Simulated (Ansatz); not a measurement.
Read the following structure.

```
Fe Ni
1.0
     3.54971    0.00000    0.00000
     0.00000    3.54971    0.00000
     0.00000    0.00000    3.54971
Fe Ni
1 3
Cartesian
  0.0000 0.0000 0.0000
  0.0000 1.7749 1.7749
  1.7749 1.7749 0.0000
  1.7749 0.0000 1.7749
```

**Interpret the file: composition, symmetry and coordination.**

The material is FeNi₃. The symmetry is that of Pm-3m (No. 221), on a primitive cubic lattice. The structure type is Cu₃Au (L1₂) type. In the cell are 1 Fe, 3 Ni, which makes 1 formula unit. Each Fe has twelve Ni in a cuboctahedral arrangement at 2.51 Å. Ni bonds to eight Ni and four Fe in a cuboctahedral arrangement (2.51 Å to Ni, 2.51 Å to Fe). The bonds build a three-dimensional framework.

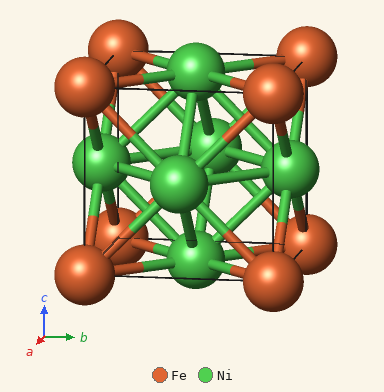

Drawn in the ball-and-stick manner and seen slightly off an axis. The parallelepiped is the conventional unit cell.

It goes back to a structure listed in the Materials Project. It was relaxed with Ansatz 0.2.0, DFT PBE, scalar-relativistic, plane waves, PAW under a constraint or pressure on the cell, so some stress remains.
